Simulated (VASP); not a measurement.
## Geometry relaxation of C (part 2 of 3)

The same run, continued: C (4 atoms in the cell); Kohn-Sham DFT of a periodic cell, LDA, VASP PAW LDA potentials, recommended, no spin polarisation (VASP 6.6.1); cutoff 520 eV, 15×15×6 k-mesh, Gaussian smearing of 0.02 eV. The structure derives from an entry of the Crystallography Open Database.

Geometry of the input (Å; fractional positions):
```
2.4560  0.0000  0.0000
-1.2280  2.1270  0.0000
0.0000  0.0000  6.6960
C  0.0000  0.0000  0.7500
C  0.0000  0.0000  0.2500
C  0.3333  0.6667  0.7500
C  0.6667  0.3333  0.2500
```

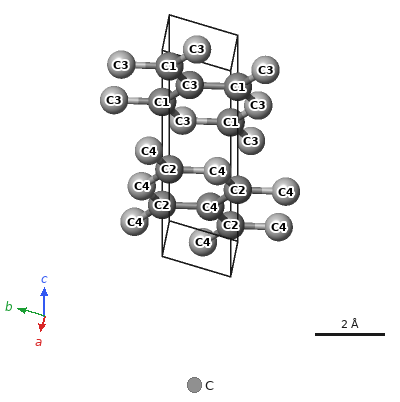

Fig. 1: The starting structure (ball-and-stick view of the cell of the calculation, seen at an oblique angle; neighbours outside the cell are drawn fainter; atoms are numbered from 1 in the order of the input). An atom can appear more than once, as a periodic image.

## Parts of OUTCAR, continued
```
----------------------------------------------------------------------------------------

                                     Primitive cell

  volume of cell :      34.9786

  direct lattice vectors                    reciprocal lattice vectors
     2.456000000  0.000000000  0.000000000     0.407166124  0.235077471  0.000000000
    -1.228000000  2.126958390  0.000000000     0.000000000  0.470154943  0.000000000
     0.000000000  0.000000000  6.696000000     0.000000000  0.000000000  0.149342891

  length of vectors
     2.456000000  2.455999999  6.696000000     0.470154942  0.470154943  0.149342891

  position of ions in fractional coordinates (direct lattice)
     0.000000000  0.000000000  0.750000000
     0.000000000  0.000000000  0.250000000
     0.333333330  0.666666670  0.750000000
     0.666666670  0.333333330  0.250000000

  ion indices of the primitive-cell ions
   primitive index   ion index
                 1           1
                 2           2
                 3           3
                 4           4

----------------------------------------------------------------------------------------

 KPOINTS: regular mesh

Automatic generation of k-mesh.
 Grid dimensions read from file:
 generate k-points for:   15   15    6

 Generating k-lattice:

  Cartesian coordinates                     Fractional coordinates (reciprocal lattice)
     0.027144408  0.015671831  0.000000000     0.066666667  0.000000000  0.000000000
     0.000000000  0.031343663  0.000000000     0.000000000  0.066666667  0.000000000
     0.000000000  0.000000000  0.024890482     0.000000000  0.000000000  0.166666667

  Length of vectors
     0.031343663  0.031343663  0.024890482

  Shift w.r.t. Gamma in fractional coordinates (k-lattice)
     0.000000000  0.000000000  0.000000000

 Subroutine IBZKPT returns following result:
 ===========================================

 Found    108 irreducible k-points:

 Following reciprocal coordinates:
            Coordinates               Weight
  0.000000  0.000000  0.000000      1.000000
  0.066667  0.000000  0.000000      6.000000
  0.133333  0.000000  0.000000      6.000000
  0.200000 -0.000000  0.000000      6.000000
  0.266667  0.000000  0.000000      6.000000
  0.333333  0.000000  0.000000      6.000000
  0.400000  0.000000  0.000000      6.000000
  0.466667  0.000000  0.000000      6.000000
  0.066667  0.066667  0.000000      6.000000
  0.133333  0.066667  0.000000     12.000000
  0.200000  0.066667  0.000000     12.000000
  0.266667  0.066667  0.000000     12.000000
  0.333333  0.066667  0.000000     12.000000
  0.400000  0.066667  0.000000     12.000000
  0.466667  0.066667  0.000000      6.000000
  0.133333  0.133333  0.000000      6.000000
  0.200000  0.133333  0.000000     12.000000
  0.266667  0.133333  0.000000     12.000000
  0.333333  0.133333  0.000000     12.000000
  0.400000  0.133333  0.000000     12.000000
  0.200000  0.200000  0.000000      6.000000
  0.266667  0.200000  0.000000     12.000000
  0.333333  0.200000  0.000000     12.000000
  0.400000  0.200000  0.000000      6.000000
 [... further k-points ...]
   k-points           NKPTS =    108   k-points in BZ     NKDIM =    108   number of bands    NBANDS=     12
   number of dos      NEDOS =    301   number of ions     NIONS =      4
   total plane-waves  NPLWV =  16200
   dimension x,y,z NGX =    18 NGY =   18 NGZ =   50
   dimension x,y,z NGXF=    36 NGYF=   36 NGZF=  100
   ions per type =               4
   NGX,Y,Z   is equivalent  to a cutoff of  12.18, 12.18, 12.41 a.u.
   NGXF,Y,Z  is equivalent  to a cutoff of  24.37, 24.37, 24.83 a.u.
 SYSTEM =  C
   PREC   = accura    normal or accurate (medium, high low for compatibility)
   ISTART =      0    job   : 0-new  1-cont  2-samecut
   ICHARG =      2    charge: 1-file 2-atom 10-const
   ISPIN  =      1    spin polarized calculation?
   LNONCOLLINEAR =      F non collinear calculations
   LSORBIT =      F    spin-orbit coupling
   LASPH  =      T    aspherical Exc in radial PAW
   ENCUT  =  520.0 eV  38.22 Ry    6.18 a.u.   4.57  4.57 12.45*2*pi/ulx,y,z
   NELM   =     60;   NELMIN=  2; NELMDL= -5     # of ELM steps
   EDIFF  = 0.1E-06   stopping-criterion for ELM
   LREAL  =      F    real-space projection
   EDIFFG = -.2E-02   stopping-criterion for IOM
   NSW    =     80    number of steps for IOM
   IBRION =      2    ionic relax: 0-MD 1-quasi-New 2-CG
   NFREE  =      1    steps in history (QN), initial steepest desc. (CG)
   ISIF   =      3    stress and relaxation
   ISYM   =      2    0-nonsym 1-usesym 2-fastsym
   POTIM  = 0.5000    time-step for ionic-motion
   TEBEG  =    0.0;   TEEND  =   0.0 temperature during run
   PSTRESS=    0.0 pullay stress
   NELECT =      16.0000    total number of electrons
   NUPDOWN=      -1.0000    fix difference up-down
   EMIN   =  10.00;   EMAX   =-10.00  energy-range for DOS
   EFERMI =   0.00;   METHOD = LEGACY
   ISMEAR =     0;   SIGMA  =   0.02  broadening in eV -4-tet -1-fermi 0-gaus
   EFERMI_NEDOS =   21; number of points for ismear=-14 and -15
   IALGO  =     68    algorithm
   IMIX   =      4    mixing-type and parameters
     AMIX     =   0.40;   BMIX     =  1.00
     AMIX_MAG =   1.60;   BMIX_MAG =  1.00
  volume/ion in A,a.u.               =       8.74        59.01
  Fermi-wavevector in a.u.,A,eV,Ry     =   1.261384  2.383670 21.648079  1.591089
  Thomas-Fermi vector in A             =   2.394846
   LORBIT       =      0    0 simple, 1 ext, 2 COOP (PROOUT), +10 PAW based schemes
   GGA     = CA    functional components
   LHFCALC =     F    Hartree Fock is set to
   AEXX    =    0.0000 exact exchange contribution
   IVDW    =     0    specifies the selected vdW correction
   LEPSILON=     F    determine dielectric tensor
   LRPA    =     F    only Hartree local field effects (RPA)
 conjugate gradient relaxation of ions
 non-spin polarized calculation
 RMM-DIIS sequential band-by-band and
 Gauss-broadening in eV      SIGMA  =   0.02
  energy-cutoff  :      520.00
  volume of cell :       34.98
 maximum number of plane-waves:       979
   NGX =  9   NGY =  9   NGZ = 25

--------------------------------------- Ionic step        1  -------------------------------------------

 number of electron      15.9999993 magnetization

 Free energy of the ion-electron system (eV)
  ---------------------------------------------------
  ext. energy  EPLUGINS =         0.00000000
  ---------------------------------------------------
  free energy    TOTEN  =       -40.44138538 eV

  energy without entropy =      -40.44121878  energy(sigma->0) =      -40.44130208

------------------------ aborting loop because EDIFF is reached ----------------------------------------

  FORCE on cell =-STRESS in cart. coord.  units (eV):
  Direction    XX          YY          ZZ          XY          YZ          ZX
  --------------------------------------------------------------------------------------
  -------------------------------------------------------------------------------------
  Total       -0.9717759     -0.9717759     -0.0685223      0.0000000     -0.0000000      0.0000000
  in kB      -44.5116701    -44.5116701     -3.1386272      0.0000000     -0.0000000      0.0000000
  external PRESSURE =     -30.7206558 kB  Pullay stress =       0.0000000 kB

 VOLUME and BASIS-vectors are now :
 -----------------------------------------------------------------------------
  energy-cutoff  :      520.00
  volume of cell :       34.98
      direct lattice vectors                 reciprocal lattice vectors
     2.456000000  0.000000000  0.000000000     0.407166124  0.235077471  0.000000000
    -1.228000000  2.126958390  0.000000000     0.000000000  0.470154943  0.000000000
     0.000000000  0.000000000  6.696000000     0.000000000  0.000000000  0.149342891

 POSITION                                       TOTAL-FORCE (eV/Angst)
 -----------------------------------------------------------------------------------
      0.00000      0.00000      5.02200        -0.000000      0.000000      0.000000
      0.00000      0.00000      1.67400         0.000000     -0.000000     -0.000000
     -0.00000      1.41797      5.02200         0.000000      0.000000     -0.000000
      1.22800      0.70899      1.67400        -0.000000     -0.000000     -0.000000
 -----------------------------------------------------------------------------------
    total drift:                               -0.000000      0.000000     -0.000000

  FREE ENERGIE OF THE ION-ELECTRON SYSTEM (eV)
  ---------------------------------------------------
  free  energy   TOTEN  =       -40.4413853775 eV

  energy  without entropy=      -40.4412187836  energy(sigma->0) =      -40.44130208

--------------------------------------- Ionic step        2  -------------------------------------------

 number of electron      15.9999998 magnetization

------------------------ aborting loop because EDIFF is reached ----------------------------------------

  FORCE on cell =-STRESS in cart. coord.  units (eV):
  Direction    XX          YY          ZZ          XY          YZ          ZX
  --------------------------------------------------------------------------------------
  -------------------------------------------------------------------------------------
  Total        2.3457824      2.3457824     -0.0862880      0.0000000      0.0000000      0.0000000
  in kB      110.1018934    110.1018932     -4.0500218      0.0000000      0.0000000      0.0000000
  external PRESSURE =      72.0512549 kB  Pullay stress =       0.0000000 kB

 VOLUME and BASIS-vectors are now :
 -----------------------------------------------------------------------------
  energy-cutoff  :      520.00
  volume of cell :       34.14
      direct lattice vectors                 reciprocal lattice vectors
     2.427215037 -0.000000000  0.000000000     0.411994811  0.237865315  0.000000000
    -1.213607519  2.102029881 -0.000000000     0.000000000  0.475730630  0.000000000
     0.000000000 -0.000000000  6.690466262     0.000000000  0.000000000  0.149466414

 POSITION                                       TOTAL-FORCE (eV/Angst)
 -----------------------------------------------------------------------------------
      2.42722     -0.00000      5.01785         0.000000     -0.000000     -0.000000
     -1.21361      2.10203      1.67262        -0.000000     -0.000000     -0.000000
     -0.00000      1.40135      5.01785        -0.000000      0.000000      0.000000
      1.21361      0.70068      1.67262         0.000000     -0.000000      0.000000
 -----------------------------------------------------------------------------------
    total drift:                               -0.000000      0.000000     -0.000000

  FREE ENERGIE OF THE ION-ELECTRON SYSTEM (eV)
  ---------------------------------------------------
  free  energy   TOTEN  =       -40.4256022582 eV

  energy  without entropy=      -40.4254328296  energy(sigma->0) =      -40.42551754

--------------------------------------- Ionic step        3  -------------------------------------------

 number of electron      15.9999994 magnetization

------------------------ aborting loop because EDIFF is reached ----------------------------------------

  FORCE on cell =-STRESS in cart. coord.  units (eV):
  Direction    XX          YY          ZZ          XY          YZ          ZX
  --------------------------------------------------------------------------------------
  -------------------------------------------------------------------------------------
  Total       -0.0065575     -0.0065575     -0.0754656     -0.0000000     -0.0000000      0.0000000
  in kB       -0.3025465     -0.3025465     -3.4817785     -0.0000000     -0.0000000      0.0000000
  external PRESSURE =      -1.3622905 kB  Pullay stress =       0.0000000 kB

 VOLUME and BASIS-vectors are now :
 -----------------------------------------------------------------------------
  energy-cutoff  :      520.00
  volume of cell :       34.73
      direct lattice vectors                 reciprocal lattice vectors
     2.447426563 -0.000000000  0.000000000     0.408592444  0.235900958  0.000000000
    -1.223713281  2.119533576 -0.000000000     0.000000000  0.471801915  0.000000000
     0.000000000 -0.000000000  6.694351808     0.000000000  0.000000000  0.149379660

 POSITION                                       TOTAL-FORCE (eV/Angst)
 -----------------------------------------------------------------------------------
     -0.00000     -0.00000      5.02076        -0.000000      0.000000     -0.000000
      0.00000     -0.00000      1.67359         0.000000      0.000000     -0.000000
     -0.00000      1.41302      5.02076        -0.000000      0.000000      0.000000
      1.22371      0.70651      1.67359         0.000000     -0.000000     -0.000000
 -----------------------------------------------------------------------------------
    total drift:                               -0.000000      0.000000     -0.000000

  FREE ENERGIE OF THE ION-ELECTRON SYSTEM (eV)
  ---------------------------------------------------
  free  energy   TOTEN  =       -40.4448353013 eV

  energy  without entropy=      -40.4446678689  energy(sigma->0) =      -40.44475159

[... ionic steps 4 to 11 ...]

--------------------------------------- Ionic step       12  -------------------------------------------

 number of electron      15.9999994 magnetization

------------------------ aborting loop because EDIFF is reached ----------------------------------------

  FORCE on cell =-STRESS in cart. coord.  units (eV):
  Direction    XX          YY          ZZ          XY          YZ          ZX
  --------------------------------------------------------------------------------------
  -------------------------------------------------------------------------------------
  Total        0.0220447      0.0220447     -0.0025015     -0.0000000     -0.0000000      0.0000000
  in kB        1.0298635      1.0298635     -0.1168629     -0.0000000     -0.0000000      0.0000000
  external PRESSURE =       0.6476213 kB  Pullay stress =       0.0000000 kB

 VOLUME and BASIS-vectors are now :
 -----------------------------------------------------------------------------
  energy-cutoff  :      520.00
  volume of cell :       34.30
      direct lattice vectors                 reciprocal lattice vectors
     2.447085410 -0.000000000  0.000000000     0.408649406  0.235933845  0.000000000
    -1.223542705  2.119238128 -0.000000000     0.000000000  0.471867690  0.000000000
    -0.000000000 -0.000000000  6.613112215     0.000000000  0.000000000  0.151214733
```
